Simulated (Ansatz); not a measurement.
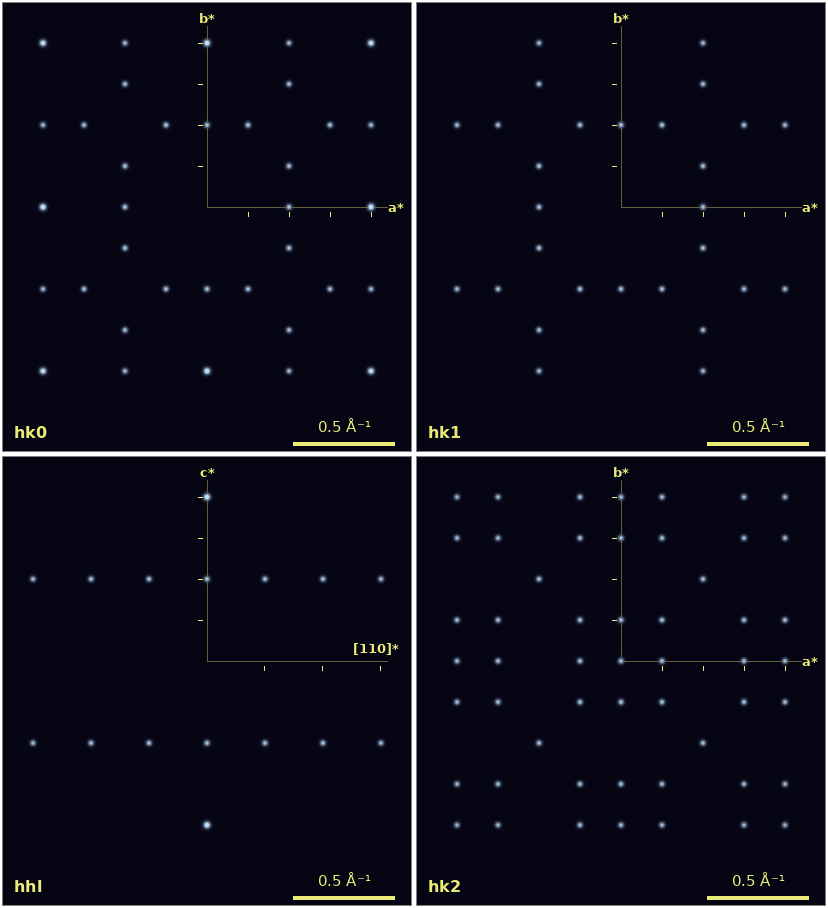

Four undistorted layers of reciprocal space, calculated for a single crystal (neutrons, kinematic |F|², B = 0.5 Å²). Tick marks count the reciprocal lattice steps of the conventional cell along each axis.

The compound is Re. Structure: the input geometry of an electronic-structure calculation (not necessarily at equilibrium); the starting structure was generated, so it need not be a known form of this composition.

### Read the reciprocal cell and give the direct cell.

a* = 0.204, b* = 0.204, c* = 0.204 Å⁻¹; the cell is cubic with a = 4.91 Å.

### Which reflection conditions do the layers show?

Reflections are present only under these conditions. hkl: no condition; hk0: no condition; hhl: l = 2n; h00: h = 2n. The lattice is primitive (P). Further gaps, such as 0 4 1, 4 0 1, 1 4 0, come from atoms on special positions, not from the group's general conditions. A few very weak reflections are below the display threshold.

### Which space groups fit?

The intensities have Laue symmetry m-3m (the hk0 layer shows 4mm, hk1 shows 4mm). With these conditions the candidates are P-43n (No. 218), Pm-3n (No. 223). Diffraction geometry alone does not choose among them; the structure has Pm-3n.
